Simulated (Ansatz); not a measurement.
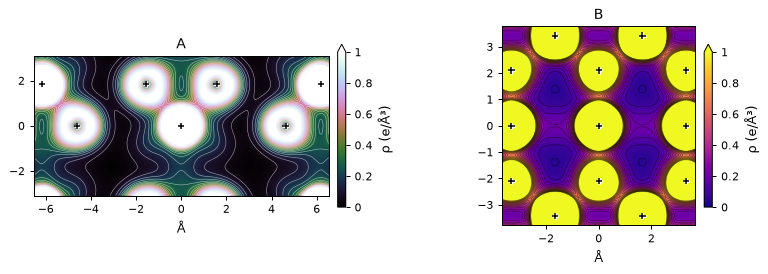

The valence electron density of 2 systems, each on a plane through atoms (crosses mark nuclei in the plane).

Theory: DFT, r2SCAN with spin-orbit coupling, plane waves, PAW (Ansatz).

System 1: WS$_{2}$, the (110) plane of the conventional cell. Space group P6₃/mmc; started from the 2H (MoS2) bulk prototype, which need not be the ambient phase; changed on purpose from its base cell (uniaxial z strain -1.0%).

```xyz
6
Lattice="3.1699 0.0000 0.0000 -1.5850 2.7453 0.0000 0.0000 0.0000 12.3662" Properties=species:S:1:pos:R:3 pbc="T T T"
W     0.0000    1.8302    3.0915
W     1.5850    0.9151    9.2746
S     1.5850    0.9151    4.6530
S     1.5850    0.9151    1.5301
S     0.0000    1.8302   10.8361
S     0.0000    1.8302    7.7131
```

System 2: HfO$_{2}$, the (11̄0) plane of the conventional cell. Space group P4₂/mnm; started from the rutile prototype, which need not be the ambient phase; changed on purpose from its base cell (uniaxial z strain +3.0%); computed pressure about −8 GPa in this cell.

```xyz
6
Lattice="4.8383 0.0000 0.0000 0.0000 4.8383 0.0000 0.0000 0.0000 3.3166" Properties=species:S:1:pos:R:3 pbc="T T T"
Hf    0.0000    0.0000    0.0000
Hf    2.4191    2.4191    1.6583
O     1.4833    1.4833    0.0000
O     0.9359    3.9024    1.6583
O     3.9024    0.9359    1.6583
O     3.3550    3.3550    0.0000
```

Q: Which map belongs to which system?

A: Panel A is system 1, WS$_{2}$: the plane holds W and S. W–S (2.41 Å): the density is about 0.64 e/Å³ at the midpoint. Panel B is system 2, HfO$_{2}$: the plane holds Hf and O. Hf–O (2.10 Å): ρ is about 0.73 e/Å³ halfway.
